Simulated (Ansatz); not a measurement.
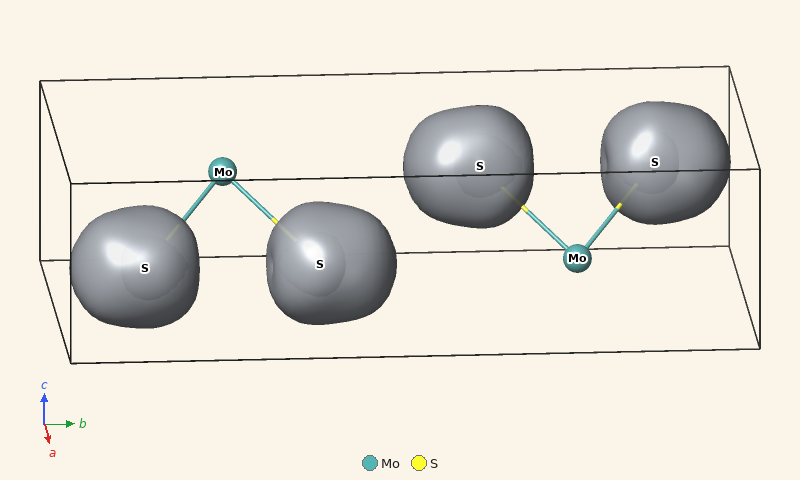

Figure 1: MoS$_{2}$. Isosurface of the ELF at 0.7 (grey), seen at an oblique angle. Core shells and regions of very low density are left out. Sticks mark near contacts.

Space group P2₁/m; not relaxed (largest force 0.3 eV/Å); computed pressure about −3 GPa in this cell.

These are results of Ansatz 0.2.0, Kohn-Sham DFT of a periodic cell, PBEsol, Ansatz PAW, not measurements.

Core electrons are frozen (PAW), and the valence fields are smoothed inside the atomic spheres.

```xyz
6
Lattice="1.5571 -2.7286 0.0000 0.0000 0.0000 12.3240 -3.1690 -0.0317 0.0000" Properties=species:S:1:pos:R:3 pbc="T T T"
Mo   -0.0183   -1.8296    9.2430
Mo   -1.5937   -0.9306    3.0810
S    -0.0183   -1.8296    4.6461
S    -1.5937   -0.9306   10.8081
S    -0.0183   -1.8296    1.5159
S    -1.5937   -0.9306    7.6779
```

Identify the bonds, lone pairs and shells in this picture.

Answer. The ELF exceeds this value in four regions wrapped around S (the valence shell of each), counted in one cell of 6 atoms. Any copies at cell faces, edges or corners count once. Profiles from the grid: Mo–S (2.40 Å): the ELF peaks at about 0.85 in the valence shell of S, 0.8 Å from its nucleus, and is about 0.45 at the midpoint.

Metal or insulator at this level of theory?

Answer. It is gapped, with a Kohn–Sham gap of 0.93 eV on the k-point mesh, an upper bound to the gap of this method.
